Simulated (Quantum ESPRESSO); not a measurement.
## N: band-structure run (part 1 of 3)

The run: band-structure run of N (Pa-3, 8 atoms in the cell). Method and program: Kohn-Sham DFT of a periodic cell, r2SCAN, SG15 PBE 1.2, no spin polarisation (Quantum ESPRESSO 7.5).

The structure derives from a Materials Project entry.

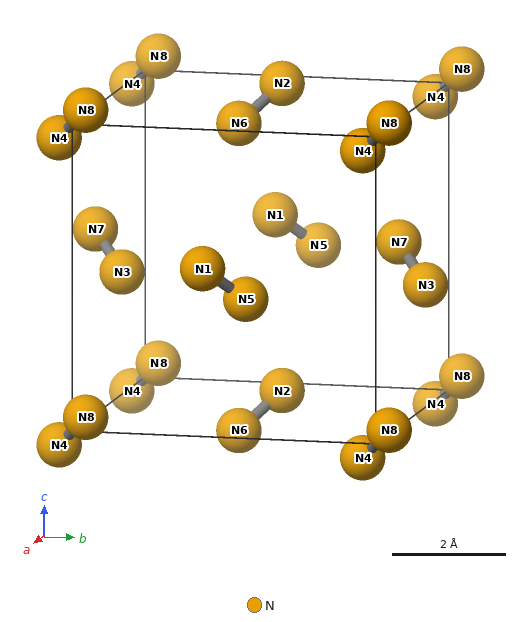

Fig. 1: The input geometry (ball-and-stick view of the cell of the calculation, seen slightly off an axis; atoms are numbered from 1 in the order of the input).

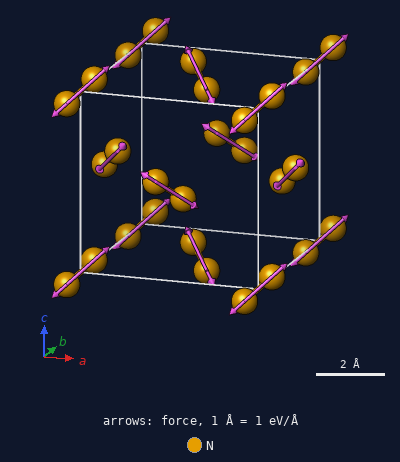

Fig. 2: Forces on the atoms as pink arrows (ball-and-stick view of the cell of the calculation, seen slightly off an axis; atoms are numbered from 1 in the order of the input). The largest act on all 8 N atoms (1.76 eV/Å). The geometry is not a stationary point of this energy.

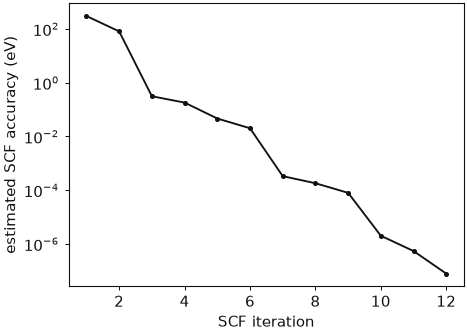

Fig. 3: Convergence of the self-consistent field: estimated SCF accuracy against the iteration. The field takes 12 iterations in all.

The input that produced these results follows, with the program's output.

## Input file
```
&CONTROL
  calculation = 'scf'
  prefix = 'pwscf'
  outdir = './tmp'
  pseudo_dir = './pseudo'
  tprnfor = .true.
  tstress = .true.
  disk_io = 'low'
/
&SYSTEM
  ibrav = 0
  nat = 8
  ntyp = 1
  ecutwfc = 88
  nbnd = 28
  input_dft = 'r2scan'
  occupations = 'smearing'
  smearing = 'fd'
  degauss = 0.00367493
  nosym = .true.
/
&ELECTRONS
  conv_thr = 1d-08
  electron_maxstep = 120
  mixing_beta = 0.5
/
ATOMIC_SPECIES
N     14.0070 N_ONCV_PBE-1.2.upf
CELL_PARAMETERS angstrom
   5.5605176600    0.0000000000    0.0000000000
   0.0000000000    5.5605176600    0.0000000000
   0.0000000000    0.0000000000    5.5605176600
ATOMIC_POSITIONS crystal
N      0.0573973300    0.4426026700    0.5573973300
N      0.4426026700    0.5573973300    0.0573973300
N      0.5573973300    0.0573973300    0.4426026700
N      0.9426026700    0.9426026700    0.9426026700
N      0.9426026700    0.5573973300    0.4426026700
N      0.5573973300    0.4426026700    0.9426026700
N      0.4426026700    0.9426026700    0.5573973300
N      0.0573973300    0.0573973300    0.0573973300
K_POINTS automatic
5 5 5 0 0 0
```

## File bands.in
```
&CONTROL
  calculation = 'bands'
  prefix = 'pwscf'
  outdir = './tmp'
  pseudo_dir = './pseudo'
  disk_io = 'low'
  verbosity = 'high'
/
&SYSTEM
  ibrav = 0
  nat = 8
  ntyp = 1
  ecutwfc = 88
  nbnd = 28
  input_dft = 'r2scan'
  occupations = 'smearing'
  smearing = 'fd'
  degauss = 0.00367493
  nosym = .true.
/
&ELECTRONS
  conv_thr = 1d-08
  electron_maxstep = 120
  mixing_beta = 0.5
  diago_full_acc = .true.
  startingwfc = 'random'
/
ATOMIC_SPECIES
N     14.0070 N_ONCV_PBE-1.2.upf
CELL_PARAMETERS angstrom
   5.5605176600    0.0000000000    0.0000000000
   0.0000000000    5.5605176600    0.0000000000
   0.0000000000    0.0000000000    5.5605176600
ATOMIC_POSITIONS crystal
N      0.0573973300    0.4426026700    0.5573973300
N      0.4426026700    0.5573973300    0.0573973300
N      0.5573973300    0.0573973300    0.4426026700
N      0.9426026700    0.9426026700    0.9426026700
N      0.9426026700    0.5573973300    0.4426026700
N      0.5573973300    0.4426026700    0.9426026700
N      0.4426026700    0.9426026700    0.5573973300
N      0.0573973300    0.0573973300    0.0573973300
K_POINTS crystal
60
 0.0000000000  0.0000000000  0.0000000000 1
 0.0000000000  0.0714285714  0.0000000000 1
 0.0000000000  0.1428571429  0.0000000000 1
 0.0000000000  0.2142857143  0.0000000000 1
 0.0000000000  0.2857142857  0.0000000000 1
 0.0000000000  0.3571428571  0.0000000000 1
 0.0000000000  0.4285714286  0.0000000000 1
 0.0000000000  0.5000000000  0.0000000000 1
 0.0714285714  0.5000000000  0.0000000000 1
 0.1428571429  0.5000000000  0.0000000000 1
 0.2142857143  0.5000000000  0.0000000000 1
 0.2857142857  0.5000000000  0.0000000000 1
 0.3571428571  0.5000000000  0.0000000000 1
 0.4285714286  0.5000000000  0.0000000000 1
 0.5000000000  0.5000000000  0.0000000000 1
 0.4545454545  0.4545454545  0.0000000000 1
 0.4090909091  0.4090909091  0.0000000000 1
 0.3636363636  0.3636363636  0.0000000000 1
 0.3181818182  0.3181818182  0.0000000000 1
 0.2727272727  0.2727272727  0.0000000000 1
 0.2272727273  0.2272727273  0.0000000000 1
 0.1818181818  0.1818181818  0.0000000000 1
 0.1363636364  0.1363636364  0.0000000000 1
 0.0909090909  0.0909090909  0.0000000000 1
 0.0454545455  0.0454545455  0.0000000000 1
 0.0000000000  0.0000000000  0.0000000000 1
 0.0357142857  0.0357142857  0.0357142857 1
 0.0714285714  0.0714285714  0.0714285714 1
 0.1071428571  0.1071428571  0.1071428571 1
 0.1428571429  0.1428571429  0.1428571429 1
 0.1785714286  0.1785714286  0.1785714286 1
 0.2142857143  0.2142857143  0.2142857143 1
 0.2500000000  0.2500000000  0.2500000000 1
 0.2857142857  0.2857142857  0.2857142857 1
 0.3214285714  0.3214285714  0.3214285714 1
 0.3571428571  0.3571428571  0.3571428571 1
 0.3928571429  0.3928571429  0.3928571429 1
 0.4285714286  0.4285714286  0.4285714286 1
 0.4642857143  0.4642857143  0.4642857143 1
 0.5000000000  0.5000000000  0.5000000000 1
 0.4545454545  0.5000000000  0.4545454545 1
 0.4090909091  0.5000000000  0.4090909091 1
 0.3636363636  0.5000000000  0.3636363636 1
 0.3181818182  0.5000000000  0.3181818182 1
 0.2727272727  0.5000000000  0.2727272727 1
 0.2272727273  0.5000000000  0.2272727273 1
 0.1818181818  0.5000000000  0.1818181818 1
 0.1363636364  0.5000000000  0.1363636364 1
 0.0909090909  0.5000000000  0.0909090909 1
 0.0454545455  0.5000000000  0.0454545455 1
 0.0000000000  0.5000000000  0.0000000000 1
 0.5000000000  0.5000000000  0.0000000000 1
 0.5000000000  0.5000000000  0.0625000000 1
 0.5000000000  0.5000000000  0.1250000000 1
 0.5000000000  0.5000000000  0.1875000000 1
 0.5000000000  0.5000000000  0.2500000000 1
 0.5000000000  0.5000000000  0.3125000000 1
 0.5000000000  0.5000000000  0.3750000000 1
 0.5000000000  0.5000000000  0.4375000000 1
 0.5000000000  0.5000000000  0.5000000000 1
```

Run as:
```bash
OMP_NUM_THREADS=1 mpirun -n 2 pw.x -nk 2 -in pw.in > pw.out
OMP_NUM_THREADS=1 mpirun -n 2 pw.x -nk 2 -in bands.in > bands.out
```

## Output
```
This program is part of the open-source Quantum ESPRESSO suite
     for quantum simulation of materials; please cite
         "P. Giannozzi et al., J. Phys.:Condens. Matter 21 395502 (2009);
         "P. Giannozzi et al., J. Phys.:Condens. Matter 29 465901 (2017);
         "P. Giannozzi et al., J. Chem. Phys. 152 154105 (2020);
          URL
     in publications or presentations arising from this work. More details at

     IMPORTANT: XC functional enforced from input :
     Exchange-correlation= R2SCAN
                           (   0   0   0   0   0 497 498)
     Any further DFT definition will be discarded
     Please, verify this is what you really want

     K-points division:     npool     =       2
     Subspace diagonalization in iterative solution of the eigenvalue problem:
     a serial algorithm will be used

     G-vector sticks info
     --------------------
     sticks:   dense  smooth     PW     G-vecs:    dense   smooth      PW
     Sum        3093    3093    845               129187   129187   18349

     Using Slab Decomposition

     bravais-lattice index     =            0
     lattice parameter (alat)  =      10.5079  a.u.
     unit-cell volume          =    1160.2251 (a.u.)^3
     number of atoms/cell      =            8
     number of atomic types    =            1
     number of electrons       =        40.00
     number of Kohn-Sham states=           28
     kinetic-energy cutoff     =      88.0000  Ry
     charge density cutoff     =     352.0000  Ry
     scf convergence threshold =      1.0E-08
     mixing beta               =       0.5000
     number of iterations used =            8  plain     mixing
     Exchange-correlation= R2SCAN
                           (   0   0   0   0   0 497 498)

     celldm(1)=  10.507855  celldm(2)=   0.000000  celldm(3)=   0.000000
     celldm(4)=   0.000000  celldm(5)=   0.000000  celldm(6)=   0.000000

     crystal axes: (cart. coord. in units of alat)
               a(1) = (   1.000000   0.000000   0.000000 )
               a(2) = (   0.000000   1.000000   0.000000 )
               a(3) = (   0.000000   0.000000   1.000000 )

     reciprocal axes: (cart. coord. in units 2 pi/alat)
               b(1) = (  1.000000  0.000000  0.000000 )
               b(2) = (  0.000000  1.000000  0.000000 )
               b(3) = (  0.000000  0.000000  1.000000 )

     PseudoPot. # 1 for N  read from file:
     N_ONCV_PBE-1.2.upf
     Pseudo is Norm-conserving, Zval =  5.0
     Generated using ONCVPSP code by D. R. Hamann
     Using radial grid of  602 points,  4 beta functions with:
                l(1) =   0
                l(2) =   0
                l(3) =   1
                l(4) =   1

     atomic species   valence    mass     pseudopotential
     N                 5.00    14.00700     N ( 1.00)

     No symmetry found

   Cartesian axes

     site n.     atom                  positions (alat units)
         1        N      tau(   1) = (   0.0573973   0.4426027   0.5573973  )
         2        N      tau(   2) = (   0.4426027   0.5573973   0.0573973  )
         3        N      tau(   3) = (   0.5573973   0.0573973   0.4426027  )
         4        N      tau(   4) = (   0.9426027   0.9426027   0.9426027  )
         5        N      tau(   5) = (   0.9426027   0.5573973   0.4426027  )
         6        N      tau(   6) = (   0.5573973   0.4426027   0.9426027  )
         7        N      tau(   7) = (   0.4426027   0.9426027   0.5573973  )
         8        N      tau(   8) = (   0.0573973   0.0573973   0.0573973  )

     number of k points=    63  Fermi-Dirac smearing, width (Ry)=  0.0037
                       cart. coord. in units 2pi/alat
        k(    1) = (   0.0000000   0.0000000   0.0000000), wk =   0.0160000
        k(    2) = (   0.0000000   0.0000000   0.2000000), wk =   0.0320000
        k(    3) = (   0.0000000   0.0000000   0.4000000), wk =   0.0320000
        k(    4) = (   0.0000000   0.2000000   0.0000000), wk =   0.0320000
        k(    5) = (   0.0000000   0.2000000   0.2000000), wk =   0.0320000
        k(    6) = (   0.0000000   0.2000000   0.4000000), wk =   0.0320000
        k(    7) = (   0.0000000   0.2000000  -0.4000000), wk =   0.0320000
        k(    8) = (   0.0000000   0.2000000  -0.2000000), wk =   0.0320000
        k(    9) = (   0.0000000   0.4000000   0.0000000), wk =   0.0320000
        k(   10) = (   0.0000000   0.4000000   0.2000000), wk =   0.0320000
        k(   11) = (   0.0000000   0.4000000   0.4000000), wk =   0.0320000
        k(   12) = (   0.0000000   0.4000000  -0.4000000), wk =   0.0320000
        k(   13) = (   0.0000000   0.4000000  -0.2000000), wk =   0.0320000
        k(   14) = (   0.2000000   0.0000000   0.0000000), wk =   0.0320000
        k(   15) = (   0.2000000   0.0000000   0.2000000), wk =   0.0320000
        k(   16) = (   0.2000000   0.0000000   0.4000000), wk =   0.0320000
        k(   17) = (   0.2000000   0.0000000  -0.4000000), wk =   0.0320000
        k(   18) = (   0.2000000   0.0000000  -0.2000000), wk =   0.0320000
        k(   19) = (   0.2000000   0.2000000   0.0000000), wk =   0.0320000
        k(   20) = (   0.2000000   0.2000000   0.2000000), wk =   0.0320000
        k(   21) = (   0.2000000   0.2000000   0.4000000), wk =   0.0320000
        k(   22) = (   0.2000000   0.2000000  -0.4000000), wk =   0.0320000
        k(   23) = (   0.2000000   0.2000000  -0.2000000), wk =   0.0320000
        k(   24) = (   0.2000000   0.4000000   0.0000000), wk =   0.0320000
        k(   25) = (   0.2000000   0.4000000   0.2000000), wk =   0.0320000
        k(   26) = (   0.2000000   0.4000000   0.4000000), wk =   0.0320000
        k(   27) = (   0.2000000   0.4000000  -0.4000000), wk =   0.0320000
        k(   28) = (   0.2000000   0.4000000  -0.2000000), wk =   0.0320000
        k(   29) = (   0.2000000  -0.4000000   0.0000000), wk =   0.0320000
        k(   30) = (   0.2000000  -0.4000000   0.2000000), wk =   0.0320000
        k(   31) = (   0.2000000  -0.4000000   0.4000000), wk =   0.0320000
        k(   32) = (   0.2000000  -0.4000000  -0.4000000), wk =   0.0320000
        k(   33) = (   0.2000000  -0.4000000  -0.2000000), wk =   0.0320000
        k(   34) = (   0.2000000  -0.2000000   0.0000000), wk =   0.0320000
        k(   35) = (   0.2000000  -0.2000000   0.2000000), wk =   0.0320000
        k(   36) = (   0.2000000  -0.2000000   0.4000000), wk =   0.0320000
        k(   37) = (   0.2000000  -0.2000000  -0.4000000), wk =   0.0320000
        k(   38) = (   0.2000000  -0.2000000  -0.2000000), wk =   0.0320000
        k(   39) = (   0.4000000   0.0000000   0.0000000), wk =   0.0320000
        k(   40) = (   0.4000000   0.0000000   0.2000000), wk =   0.0320000
        k(   41) = (   0.4000000   0.0000000   0.4000000), wk =   0.0320000
        k(   42) = (   0.4000000   0.0000000  -0.4000000), wk =   0.0320000
        k(   43) = (   0.4000000   0.0000000  -0.2000000), wk =   0.0320000
        k(   44) = (   0.4000000   0.2000000   0.0000000), wk =   0.0320000
        k(   45) = (   0.4000000   0.2000000   0.2000000), wk =   0.0320000
        k(   46) = (   0.4000000   0.2000000   0.4000000), wk =   0.0320000
        k(   47) = (   0.4000000   0.2000000  -0.4000000), wk =   0.0320000
        k(   48) = (   0.4000000   0.2000000  -0.2000000), wk =   0.0320000
        k(   49) = (   0.4000000   0.4000000   0.0000000), wk =   0.0320000
        k(   50) = (   0.4000000   0.4000000   0.2000000), wk =   0.0320000
        k(   51) = (   0.4000000   0.4000000   0.4000000), wk =   0.0320000
        k(   52) = (   0.4000000   0.4000000  -0.4000000), wk =   0.0320000
        k(   53) = (   0.4000000   0.4000000  -0.2000000), wk =   0.0320000
        k(   54) = (   0.4000000  -0.4000000   0.0000000), wk =   0.0320000
        k(   55) = (   0.4000000  -0.4000000   0.2000000), wk =   0.0320000
        k(   56) = (   0.4000000  -0.4000000   0.4000000), wk =   0.0320000
        k(   57) = (   0.4000000  -0.4000000  -0.4000000), wk =   0.0320000
        k(   58) = (   0.4000000  -0.4000000  -0.2000000), wk =   0.0320000
        k(   59) = (   0.4000000  -0.2000000   0.0000000), wk =   0.0320000
        k(   60) = (   0.4000000  -0.2000000   0.2000000), wk =   0.0320000
        k(   61) = (   0.4000000  -0.2000000   0.4000000), wk =   0.0320000
        k(   62) = (   0.4000000  -0.2000000  -0.4000000), wk =   0.0320000
        k(   63) = (   0.4000000  -0.2000000  -0.2000000), wk =   0.0320000

     Dense  grid:   129187 G-vectors     FFT dimensions: (  64,  64,  64)

     WARNING: libxc functional with ID  497 depends
      on external parameters: check the user_guide of
      QE if you need to modify them or to check their
      default values.

     WARNING: libxc functional with ID  498 depends
      on external parameters: check the user_guide of
      QE if you need to modify them or to check their
      default values.

     Initial potential from superposition of free atoms

     starting charge      39.9792, renormalised to      40.0000
     Starting wfcs are random

     Self-consistent Calculation

     iteration #  1     ecut=    88.00 Ry     beta= 0.50
     Davidson diagonalization with overlap
     ethr =  1.00E-02,  avg # of iterations = 12.5

     total energy              =    -158.97851936 Ry
     estimated scf accuracy    <      22.09013116 Ry

     iteration #  2     ecut=    88.00 Ry     beta= 0.50
     Davidson diagonalization with overlap
     ethr =  1.00E-02,  avg # of iterations =  1.0

     total energy              =    -159.07769862 Ry
     estimated scf accuracy    <       5.84662247 Ry

     iteration #  3     ecut=    88.00 Ry     beta= 0.50
     Davidson diagonalization with overlap
     ethr =  1.00E-02,  avg # of iterations =  1.0

     total energy              =    -159.09370882 Ry
     estimated scf accuracy    <       0.02312277 Ry

     iteration #  4     ecut=    88.00 Ry     beta= 0.50
     Davidson diagonalization with overlap
     ethr =  5.78E-05,  avg # of iterations =  3.7

     total energy              =    -159.09867837 Ry
     estimated scf accuracy    <       0.01291793 Ry

     iteration #  5     ecut=    88.00 Ry     beta= 0.50
     Davidson diagonalization with overlap
     ethr =  3.23E-05,  avg # of iterations =  1.0

     total energy              =    -159.09877282 Ry
     estimated scf accuracy    <       0.00337067 Ry

     iteration #  6     ecut=    88.00 Ry     beta= 0.50
     Davidson diagonalization with overlap
     ethr =  8.43E-06,  avg # of iterations =  1.0

     total energy              =    -159.09876895 Ry
     estimated scf accuracy    <       0.00146114 Ry

     iteration #  7     ecut=    88.00 Ry     beta= 0.50
     Davidson diagonalization with overlap
     ethr =  3.65E-06,  avg # of iterations =  1.0

     total energy              =    -159.09878513 Ry
     estimated scf accuracy    <       0.00002462 Ry

     iteration #  8     ecut=    88.00 Ry     beta= 0.50
     Davidson diagonalization with overlap
     ethr =  6.16E-08,  avg # of iterations =  2.8

     total energy              =    -159.09878853 Ry
     estimated scf accuracy    <       0.00001322 Ry

     iteration #  9     ecut=    88.00 Ry     beta= 0.50
     Davidson diagonalization with overlap
     ethr =  3.30E-08,  avg # of iterations =  1.0

     total energy              =    -159.09878836 Ry
     estimated scf accuracy    <       0.00000577 Ry

     iteration # 10     ecut=    88.00 Ry     beta= 0.50
     Davidson diagonalization with overlap
     ethr =  1.44E-08,  avg # of iterations =  1.0

     total energy              =    -159.09878845 Ry
     estimated scf accuracy    <       0.00000015 Ry

     iteration # 11     ecut=    88.00 Ry     beta= 0.50
     Davidson diagonalization with overlap
     ethr =  3.80E-10,  avg # of iterations =  1.5

     total energy              =    -159.09878845 Ry
     estimated scf accuracy    <       0.00000004 Ry

     iteration # 12     ecut=    88.00 Ry     beta= 0.50
     Davidson diagonalization with overlap
     ethr =  9.68E-11,  avg # of iterations =  1.0

     End of self-consistent calculation

          k = 0.0000 0.0000 0.0000 ( 16279 PWs)   bands (ev):

   -25.1675 -25.1000 -25.1000 -25.1000  -9.9279  -9.9279  -9.9279  -9.7534
    -7.4676  -7.4676  -7.4676  -7.2463  -7.2463  -7.0514  -7.0514  -7.0514
    -6.8234  -5.9215  -5.9215  -5.9215   2.0859   2.0859   2.0859   3.0402
     3.0402   3.0402   3.3598   3.3598

          k = 0.0000 0.0000 0.2000 ( 16163 PWs)   bands (ev):

   -25.1611 -25.1064 -25.0999 -25.0999  -9.9245  -9.9236  -9.9109  -9.7698
    -7.4914  -7.4669  -7.4564  -7.2772  -7.2336  -7.2041  -7.0838  -7.0752
    -6.5894  -5.9548  -5.9113  -5.9107   2.1681   2.1757   2.2196   2.9992
     3.0094   3.0732   3.2641   3.3318

          k = 0.0000 0.0000 0.4000 ( 16204 PWs)   bands (ev):

   -25.1442 -25.1233 -25.0998 -25.0998  -9.9183  -9.9173  -9.8667  -9.8129
    -7.5262  -7.5083  -7.4169  -7.3484  -7.2414  -7.1937  -7.1637  -7.1327
    -6.2915  -6.0718  -5.8947  -5.8941   2.3354   2.3473   2.5654   2.9099
     2.9245   2.9726   3.1571   3.2559

          k = 0.0000 0.2000 0.0000 ( 16163 PWs)   bands (ev):

   -25.1611 -25.1064 -25.0999 -25.0999  -9.9245  -9.9236  -9.9109  -9.7698
    -7.4914  -7.4669  -7.4564  -7.2772  -7.2336  -7.2041  -7.0838  -7.0752
    -6.5894  -5.9548  -5.9113  -5.9107   2.1681   2.1757   2.2196   2.9992
     3.0094   3.0732   3.2641   3.3318

          k = 0.0000 0.2000 0.2000 ( 16200 PWs)   bands (ev):

   -25.1552 -25.1057 -25.1057 -25.1005  -9.9229  -9.9113  -9.9086  -9.7861
    -7.5348  -7.4816  -7.4005  -7.2833  -7.2819  -7.2389  -7.0958  -7.0660
    -6.4781  -5.9476  -5.9455  -5.9093   2.2393   2.3005   2.3059   2.9736
     3.0231   3.0420   3.2258   3.2641

          k = 0.0000 0.2000 0.4000 ( 16163 PWs)   bands (ev):

   -25.1399 -25.1210 -25.1040 -25.1020  -9.9172  -9.9098  -9.8751  -9.8273
    -7.5542  -7.4871  -7.4382  -7.3592  -7.2293  -7.1905  -7.1343  -7.1284
    -6.2544  -6.0590  -5.9294  -5.9133   2.4026   2.4524   2.6194   2.9037
     2.9511   2.9820   3.0965   3.1791

          k = 0.0000 0.2000-0.4000 ( 16163 PWs)   bands (ev):
```
